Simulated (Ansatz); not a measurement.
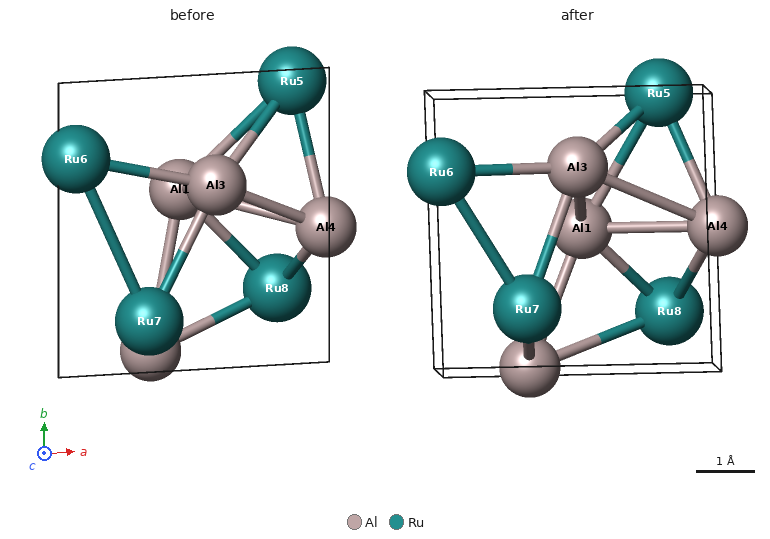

The structure of an amorphous cell of composition AlRu (coarse preliminary run) before (left) and after (right) a relaxation, at one scale.

A ball-and-stick model of the cell of the calculation, seen along the c axis.

Case: atoms packed at random at 1.16 times the crystal's volume.

Method: Ansatz, DFT PBE, scalar-relativistic, plane waves, PAW. Settings: plane-wave cutoff 420 eV; k-point mesh 3 × 3 × 3; occupations gaussian; smearing width 0.1 eV; no spin polarisation; cell and atoms relaxed; force threshold 0.04 eV/Å; at most 70 steps.

### Describe what moved and what it gained.

An Al atom moves most relative to the cell: 0.62 Å roughly along [2 −3 −1]. By element the largest moves are Al 0.62 Å, Ru 0.35 Å. The drawn cell changes as follows: a 4.743 → 4.856 Å (+2.4 %), b 5.145 → 4.858 Å (−5.6 %), c 5.179 → 4.858 Å (−6.2 %), α 92.9° → 89.2°, β 86.9° → 90.8°, γ 86.8° → 90.8°; the volume changes by −8.9 %. Some distances before and after: Al–Ru 3.775 → 2.957 Å, Al–Al 2.414 → 2.996 Å, Al–Ru 3.658 → 3.078 Å, Al–Ru 3.140 → 2.626 Å. After 7 accepted moves (8 points after the start) the energy has fallen by 2.702 eV per cell of the calculation. Largest force component: 2.7 eV/Å at the start, 0.013 eV/Å at the end. The pressure goes from −10.67 to 0.04 GPa. The SCF was repeated once at an unchanged geometry on a basis and grid sized afresh for the cell, which shifted the energy by 3.1 meV per cell of the calculation at most.

Limits of the set-up: the k-point mesh is coarse for a cell with partly filled bands; the periodic images lie only 4.7 Å apart, so the values are limited by the cell's size.
